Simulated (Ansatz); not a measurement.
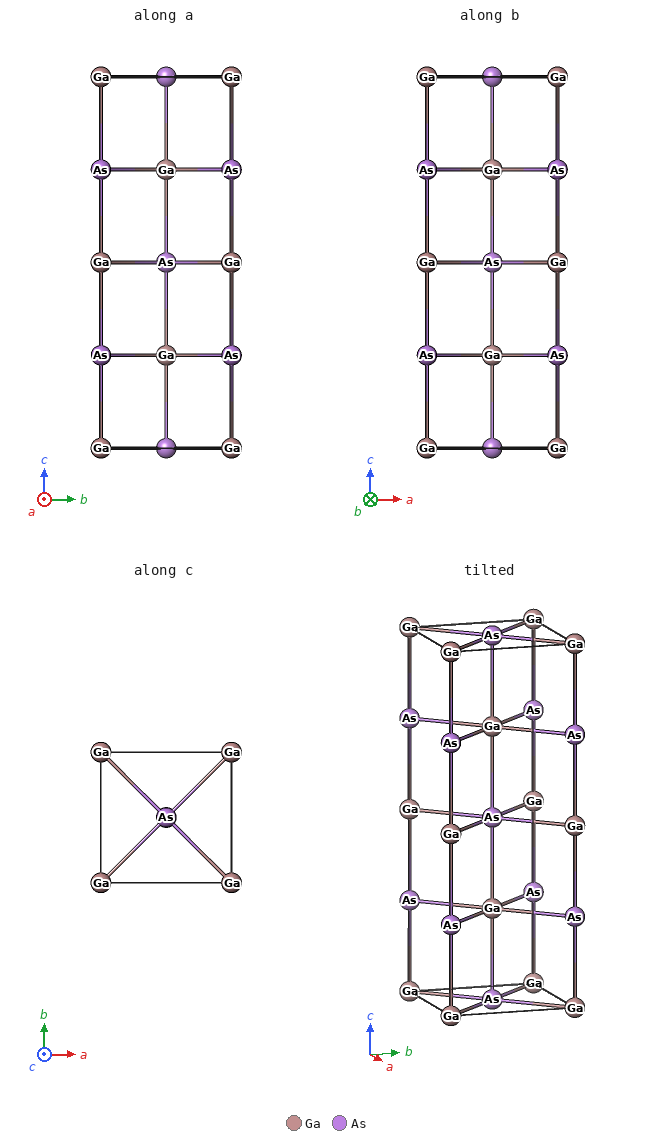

Shown here is a ball-and-stick view of the crystal, taken along the a axis, along the b axis, along the c axis and slightly off an axis. The frame is the unit cell; atoms at its boundary are shown with their periodic copies.

Lattice parameters: a = 3.806 Å, b = 3.806 Å, c = 10.820 Å, α = 90.00°, β = 90.00°, γ = 90.00°. Put a along x and b in the xy plane.

### Give the structure in the form of a POSCAR file.

```
Ga As
1.0
     3.806    0.000    0.000
     0.000    3.806    0.000
     0.000    0.000   10.820
Ga As
4 4
Direct
  0.0000 0.0000 0.0000
  0.5003 0.5003 0.2500
  0.5003 0.4997 0.7500
  0.0006 0.0000 0.5000
  0.0003 0.0002 0.2500
  0.5001 0.5000 0.0000
  0.5005 0.5000 0.5000
  0.0003 0.9998 0.7500
```

Its origin is a structure type filled with these elements by a generator (whether the compound takes this form wasn't checked). It is drawn as it came out of a relaxation with DFT PBE, scalar-relativistic, plane waves, PAW (Ansatz).
